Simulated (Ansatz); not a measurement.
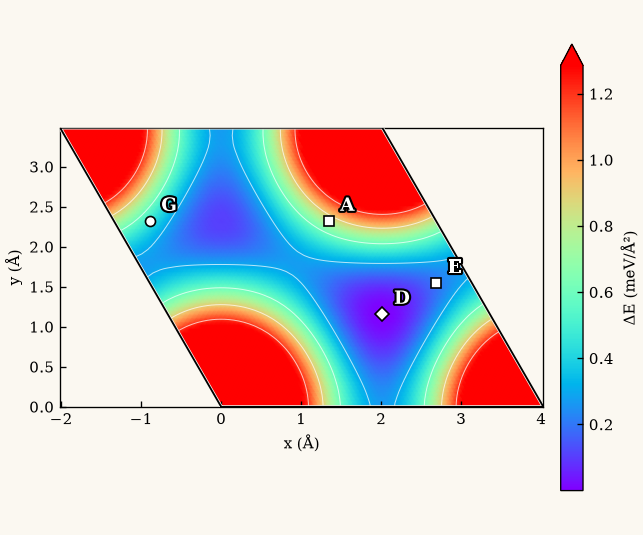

A bilayer of two InSe sheets, the upper one turned by 180 degrees about the normal (8 atoms in the cell). 
- The upper layer of a bilayer is slid over the lower one; relaxed at each slide: nothing; the origin of the map has Se5 above Se4; the distance between the facing planes is held at 3.71 Å.
- Places are given modulo a cell vector. The map is drawn in real space over the plane of the slide.
- The scan uses a 9 × 9 grid; 19 points were computed and 62 follow by symmetry.
- Energies are in meV/Å², from the lowest grid point.
- At a held distance the lowest stacking need not be the one that binds best once the distance relaxes.
- The calculation used DFT PBE+D3(BJ), scalar-relativistic, plane waves, PAW (Ansatz). Settings: cutoff 420 eV, k-mesh 9×9×1, gaussian smearing 0.05 eV, no spin polarisation.

In the figure: a smooth colour map with a few white contour lines, the outline of one cell of the plane, one colour for all values above the top of the scale, lettered points. Between grid points the surface is interpolated.

Question: Is E the lowest point of the computed grid?

Answer: No. E lies 0.20 meV/Å² above the lowest grid point, which is at (6/9, 3/9) of the cell vectors.

Question: What kind of point is each of A, D, G: minimum, saddle, maximum or slope?

Answer: A: on a slope; D: minimum; G: on a slope. (In these two coordinates alone; a stationary point may lie a little off the grid point.)

PAW datasets: the set soft_1.
